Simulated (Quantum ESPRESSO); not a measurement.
**Run report: TaAs, band-structure run**

The run: band-structure run of TaAs (I4₁md, 4 atoms in the cell). Method and program: Kohn-Sham DFT of a periodic cell, PBEsol, GBRV 1.5 PBEsol, no spin polarisation (Quantum ESPRESSO 7.5).

The structure derives from a Materials Project entry.

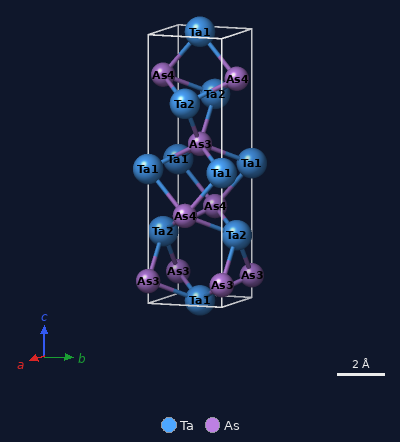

Figure 1. The structure (ball-and-stick view of the cell 2 times as large as that of the calculation, set on its symmetry axes, seen slightly off an axis; atoms are numbered from 1 in the order of the input). An atom can appear more than once, as a periodic image. Near neighbours in the periodic cell (some may lie outside the picture): Ta has 6 As at 2.61 to 2.62 Å; As has 6 Ta at 2.61 to 2.62 Å.

The input:
```
&CONTROL
  calculation = 'scf'
  prefix = 'pwscf'
  outdir = './tmp'
  pseudo_dir = './pseudo'
  tprnfor = .true.
  tstress = .true.
  disk_io = 'low'
/
&SYSTEM
  ibrav = 0
  celldm(1) = 8
  nat = 4
  ntyp = 2
  ecutwfc = 56
  ecutrho = 448
  nbnd = 26
  occupations = 'smearing'
  smearing = 'fd'
  degauss = 0.00367493
/
&ELECTRONS
  conv_thr = 8d-10
  electron_maxstep = 120
  mixing_beta = 0.5
/
ATOMIC_SPECIES
Ta   180.9479 ta_pbesol_v1.uspp.F.UPF
As    74.9216 as_pbesol_v1.uspp.F.UPF
CELL_PARAMETERS alat
 -0.4067194615349   0.4067194615349   1.3861003023181
  0.4067194615349  -0.4067194615349   1.3861003023181
  0.4067194615349   0.4067194615349  -1.3861003023181
ATOMIC_POSITIONS crystal
Ta     0.4999673000    0.4999673000    0.0000000000
Ta     0.2499673000    0.7499673000    0.5000000000
As     0.0826321200    0.0826321200    0.0000000000
As     0.8326321200    0.3326321200    0.5000000000
K_POINTS automatic
11 11 11 0 0 0
```

File bands.in:
```
&CONTROL
  calculation = 'bands'
  prefix = 'pwscf'
  outdir = './tmp'
  pseudo_dir = './pseudo'
  disk_io = 'low'
  verbosity = 'high'
/
&SYSTEM
  ibrav = 0
  celldm(1) = 8
  nat = 4
  ntyp = 2
  ecutwfc = 56
  ecutrho = 448
  nbnd = 26
  occupations = 'smearing'
  smearing = 'fd'
  degauss = 0.00367493
/
&ELECTRONS
  conv_thr = 1d-08
  electron_maxstep = 120
  mixing_beta = 0.5
  diago_full_acc = .true.
  startingwfc = 'random'
/
ATOMIC_SPECIES
Ta   180.9479 ta_pbesol_v1.uspp.F.UPF
As    74.9216 as_pbesol_v1.uspp.F.UPF
CELL_PARAMETERS alat
 -0.4067194615349   0.4067194615349   1.3861003023181
  0.4067194615349  -0.4067194615349   1.3861003023181
  0.4067194615349   0.4067194615349  -1.3861003023181
ATOMIC_POSITIONS crystal
Ta     0.4999673000    0.4999673000    0.0000000000
Ta     0.2499673000    0.7499673000    0.5000000000
As     0.0826321200    0.0826321200    0.0000000000
As     0.8326321200    0.3326321200    0.5000000000
K_POINTS crystal
60
 0.0000000000  0.0000000000  0.0000000000 1
-0.0555555556  0.0555555556  0.0000000000 1
-0.1111111111  0.1111111111  0.0000000000 1
-0.1666666667  0.1666666667  0.0000000000 1
-0.2222222222  0.2222222222  0.0000000000 1
-0.2777777778  0.2777777778  0.0000000000 1
-0.3333333333  0.3333333333  0.0000000000 1
-0.3888888889  0.3888888889  0.0000000000 1
-0.4444444444  0.4444444444  0.0000000000 1
-0.5000000000  0.5000000000  0.0000000000 1
-0.5000000000  0.5000000000 -0.0430497462 1
-0.4619208122  0.4619208122 -0.0811289340 1
-0.4238416244  0.4238416244 -0.1192081219 1
-0.3857624366  0.3857624366 -0.1572873097 1
-0.3476832487  0.3476832487 -0.1953664975 1
-0.3096040609  0.3096040609 -0.2334456853 1
-0.2715248731  0.2715248731 -0.2715248731 1
-0.2327356055  0.2327356055 -0.2327356055 1
-0.1939463379  0.1939463379 -0.1939463379 1
-0.1551570703  0.1551570703 -0.1551570703 1
-0.1163678028  0.1163678028 -0.1163678028 1
-0.0775785352  0.0775785352 -0.0775785352 1
-0.0387892676  0.0387892676 -0.0387892676 1
 0.0000000000  0.0000000000  0.0000000000 1
 0.1250000000  0.1250000000 -0.1250000000 1
 0.2500000000  0.2500000000 -0.2500000000 1
 0.3750000000  0.3750000000 -0.3750000000 1
 0.5000000000  0.5000000000 -0.5000000000 1
 0.4619208122  0.5380791878 -0.5380791878 1
 0.4238416244  0.5761583756 -0.5761583756 1
 0.3857624366  0.6142375634 -0.6142375634 1
 0.3476832487  0.6523167513 -0.6523167513 1
 0.3096040609  0.6903959391 -0.6903959391 1
 0.2715248731  0.7284751269 -0.7284751269 1
 0.1357624366  0.6142375634 -0.6142375634 1
 0.0000000000  0.5000000000 -0.5000000000 1
-0.0312500000  0.5312500000 -0.4687500000 1
-0.0625000000  0.5625000000 -0.4375000000 1
-0.0937500000  0.5937500000 -0.4062500000 1
-0.1250000000  0.6250000000 -0.3750000000 1
-0.1562500000  0.6562500000 -0.3437500000 1
-0.1875000000  0.6875000000 -0.3125000000 1
-0.2187500000  0.7187500000 -0.2812500000 1
-0.2500000000  0.7500000000 -0.2500000000 1
-0.1034751269  0.8534751269 -0.3750000000 1
 0.0430497462  0.9569502538 -0.5000000000 1
 0.0845906784  0.9154093216 -0.5000000000 1
 0.1261316105  0.8738683895 -0.5000000000 1
 0.1676725427  0.8323274573 -0.5000000000 1
 0.2092134749  0.7907865251 -0.5000000000 1
 0.2507544070  0.7492455930 -0.5000000000 1
 0.2922953392  0.7077046608 -0.5000000000 1
 0.3338362714  0.6661637286 -0.5000000000 1
 0.3753772035  0.6246227965 -0.5000000000 1
 0.4169181357  0.5830818643 -0.5000000000 1
 0.4584590678  0.5415409322 -0.5000000000 1
 0.5000000000  0.5000000000 -0.5000000000 1
-0.5000000000  0.5000000000  0.0000000000 1
-0.3750000000  0.6250000000 -0.1250000000 1
-0.2500000000  0.7500000000 -0.2500000000 1
```

Command:
```bash
OMP_NUM_THREADS=1 mpirun -n 2 pw.x -nk 2 -in pw.in > pw.out
OMP_NUM_THREADS=1 mpirun -n 2 pw.x -nk 2 -in bands.in > bands.out
```

Output:
```
This program is part of the open-source Quantum ESPRESSO suite
     for quantum simulation of materials; please cite
         "P. Giannozzi et al., J. Phys.:Condens. Matter 21 395502 (2009);
         "P. Giannozzi et al., J. Phys.:Condens. Matter 29 465901 (2017);
         "P. Giannozzi et al., J. Chem. Phys. 152 154105 (2020);
          URL
     in publications or presentations arising from this work. More details at

     Message from routine setup:
     using ibrav=0 with symmetry is DISCOURAGED, use correct ibrav instead

     K-points division:     npool     =       2
     Subspace diagonalization in iterative solution of the eigenvalue problem:
     a serial algorithm will be used

     G-vector sticks info
     --------------------
     sticks:   dense  smooth     PW     G-vecs:    dense   smooth      PW
     Sum        3629    1813    581                75079    26593    4797

     Using Slab Decomposition

     bravais-lattice index     =            0
     lattice parameter (alat)  =       8.0000  a.u.
     unit-cell volume          =     469.5853 (a.u.)^3
     number of atoms/cell      =            4
     number of atomic types    =            2
     number of electrons       =        36.00
     number of Kohn-Sham states=           26
     kinetic-energy cutoff     =      56.0000  Ry
     charge density cutoff     =     448.0000  Ry
     scf convergence threshold =      8.0E-10
     mixing beta               =       0.5000
     number of iterations used =            8  plain     mixing
     Exchange-correlation= SLA  PW   PSX  PSC
                           (   1   4  10   8   0   0   0)

     celldm(1)=   8.000000  celldm(2)=   0.000000  celldm(3)=   0.000000
     celldm(4)=   0.000000  celldm(5)=   0.000000  celldm(6)=   0.000000

     crystal axes: (cart. coord. in units of alat)
               a(1) = (  -0.406719   0.406719   1.386100 )
               a(2) = (   0.406719  -0.406719   1.386100 )
               a(3) = (   0.406719   0.406719  -1.386100 )

     reciprocal axes: (cart. coord. in units 2 pi/alat)
               b(1) = (  0.000000  1.229349  0.360724 )
               b(2) = (  1.229349  0.000000  0.360724 )
               b(3) = (  1.229349  1.229349  0.000000 )

     PseudoPot. # 1 for Ta read from file:
     ta_pbesol_v1.uspp.F.UPF
     Pseudo is Ultrasoft + core correction, Zval = 13.0
     Generated by new atomic code, or converted to UPF format
     Using radial grid of  921 points,  7 beta functions with:
                l(1) =   0
                l(2) =   0
                l(3) =   1
                l(4) =   1
                l(5) =   2
                l(6) =   2
                l(7) =   3
     Q(r) pseudized with  6 coefficients,  rinner =    1.300   1.300   1.300
                                                       1.300   1.300   1.300
                                                       1.300

     PseudoPot. # 2 for As read from file:
     as_pbesol_v1.uspp.F.UPF
     Pseudo is Ultrasoft + core correction, Zval =  5.0
     Generated by new atomic code, or converted to UPF format
     Using radial grid of  875 points,  6 beta functions with:
                l(1) =   0
                l(2) =   0
                l(3) =   1
                l(4) =   1
                l(5) =   2
                l(6) =   2
     Q(r) pseudized with  8 coefficients,  rinner =    1.300   1.300   1.300
                                                       1.300   1.300

     atomic species   valence    mass     pseudopotential
     Ta               13.00   180.94790     Ta( 1.00)
     As                5.00    74.92160     As( 1.00)

      8 Sym. Ops. (no inversion) found ( 4 have fractional translation)

   Cartesian axes

     site n.     atom                  positions (alat units)
         1        Ta     tau(   1) = (  -0.0000000   0.0000000   1.3860097  )
         2        Ta     tau(   2) = (   0.4067195  -0.0000000   0.6929595  )
         3        As     tau(   3) = (  -0.0000000   0.0000000   0.2290728  )
         4        As     tau(   4) = (   0.0000000   0.4067195   0.9221230  )

     number of k points=   126  Fermi-Dirac smearing, width (Ry)=  0.0037

     Number of k-points >= 100: set verbosity='high' to print them.

     Dense  grid:    75079 G-vectors     FFT dimensions: (  96,  96,  90)

     Smooth grid:    26593 G-vectors     FFT dimensions: (  60,  60,  60)

     Initial potential from superposition of free atoms

     starting charge      35.9975, renormalised to      36.0000

     negative rho (up, down):  1.875E-01 0.000E+00
     Starting wfcs are   34 randomized atomic wfcs

     Self-consistent Calculation

     iteration #  1     ecut=    56.00 Ry     beta= 0.50
     Davidson diagonalization with overlap
     ethr =  1.00E-02,  avg # of iterations =  2.0

     Threshold (ethr) on eigenvalues was too large:
     Diagonalizing with lowered threshold

     Davidson diagonalization with overlap
     ethr =  2.15E-04,  avg # of iterations =  3.4

     negative rho (up, down):  1.924E-01 0.000E+00

     total energy              =    -363.62886498 Ry
     estimated scf accuracy    <       0.08279516 Ry

     iteration #  2     ecut=    56.00 Ry     beta= 0.50
     Davidson diagonalization with overlap
     ethr =  2.30E-04,  avg # of iterations =  2.0

     negative rho (up, down):  1.948E-01 0.000E+00

     total energy              =    -363.64501925 Ry
     estimated scf accuracy    <       0.01415251 Ry

     iteration #  3     ecut=    56.00 Ry     beta= 0.50
     Davidson diagonalization with overlap
     ethr =  3.93E-05,  avg # of iterations =  2.2

     negative rho (up, down):  1.976E-01 0.000E+00

     total energy              =    -363.64709595 Ry
     estimated scf accuracy    <       0.00177488 Ry

     iteration #  4     ecut=    56.00 Ry     beta= 0.50
     Davidson diagonalization with overlap
     ethr =  4.93E-06,  avg # of iterations =  4.3

     negative rho (up, down):  1.981E-01 0.000E+00

     total energy              =    -363.64714702 Ry
     estimated scf accuracy    <       0.00009566 Ry

     iteration #  5     ecut=    56.00 Ry     beta= 0.50
     Davidson diagonalization with overlap
     ethr =  2.66E-07,  avg # of iterations =  3.7

     negative rho (up, down):  1.982E-01 0.000E+00

     total energy              =    -363.64717617 Ry
     estimated scf accuracy    <       0.00000456 Ry

     iteration #  6     ecut=    56.00 Ry     beta= 0.50
     Davidson diagonalization with overlap
     ethr =  1.27E-08,  avg # of iterations =  5.5

     negative rho (up, down):  1.982E-01 0.000E+00

     total energy              =    -363.64718118 Ry
     estimated scf accuracy    <       0.00000019 Ry

     iteration #  7     ecut=    56.00 Ry     beta= 0.50
     Davidson diagonalization with overlap
     ethr =  5.26E-10,  avg # of iterations =  4.6

     negative rho (up, down):  1.982E-01 0.000E+00

     total energy              =    -363.64718131 Ry
     estimated scf accuracy    <       0.00000010 Ry

     iteration #  8     ecut=    56.00 Ry     beta= 0.50
     Davidson diagonalization with overlap
     ethr =  2.82E-10,  avg # of iterations =  2.0

     negative rho (up, down):  1.982E-01 0.000E+00

     total energy              =    -363.64718134 Ry
     estimated scf accuracy    <          6.2E-09 Ry

     iteration #  9     ecut=    56.00 Ry     beta= 0.50
     Davidson diagonalization with overlap
     ethr =  1.72E-11,  avg # of iterations =  3.1

     negative rho (up, down):  1.982E-01 0.000E+00

     End of self-consistent calculation

     Number of k-points >= 100: set verbosity='high' to print the bands.

     the Fermi energy is    14.9421 ev

!    total energy              =    -363.64718134 Ry
     estimated scf accuracy    <          1.4E-10 Ry
     smearing contrib. (-TS)   =      -0.00034455 Ry
     internal energy E=F+TS    =    -363.64683679 Ry

     The total energy is F=E-TS. E is the sum of the following terms:
     one-electron contribution =     -46.74655077 Ry
     hartree contribution      =      39.88119225 Ry
     xc contribution           =    -146.90406626 Ry
     ewald contribution        =    -209.87741202 Ry

     convergence has been achieved in   9 iterations

     negative rho (up, down):  1.982E-01 0.000E+00

     Forces acting on atoms (cartesian axes, Ry/au):

     atom    1 type  1   force =    -0.00000000   -0.00000000    0.00082719
     atom    2 type  1   force =    -0.00000000    0.00000000    0.00082719
     atom    3 type  2   force =    -0.00000000   -0.00000000   -0.00082719
     atom    4 type  2   force =    -0.00000000   -0.00000000   -0.00082719

     Total force =     0.001654     Total SCF correction =     0.000002

     Computing stress (Cartesian axis) and pressure

     negative rho (up, down):  1.982E-01 0.000E+00
          total   stress  (Ry/bohr**3)                   (kbar)     P=      -31.59
  -0.00019741   0.00000000   0.00000000          -29.04        0.00        0.00
  -0.00000000  -0.00019741   0.00000000           -0.00      -29.04        0.00
   0.00000000   0.00000000  -0.00024935            0.00        0.00      -36.68

=------------------------------------------------------------------------------=
   JOB DONE.
=------------------------------------------------------------------------------=
```

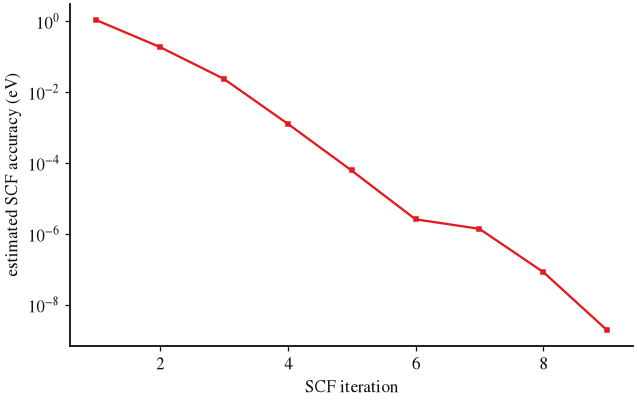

Figure 2. Convergence of the self-consistent field: estimated SCF accuracy against the iteration. The field takes 9 iterations in all.

Key numbers:

| quantity | value |
| --- | --- |
| outcome | converged |
| space group (tolerance 0.01 Å) | I4₁md (109) |
| electrons treated | 36 |
| free energy | −4947.6720 eV |
| Fermi energy | 14.942 eV |
| gap on the k-point mesh | none (metallic) |
| pressure | −3.16 GPa |
| largest force (length of the vector) | 0.021 eV/Å |
| hardware | 2 threads of Arm Neoverse V1, 24 GiB of memory available, shared host |
| wall time | 8 min (CPU time 16 min) |
| peak memory | 0.84 GiB |

Remarks:

Notes on the run: negative rho. Spin–orbit coupling is left out, which matters for Ta.
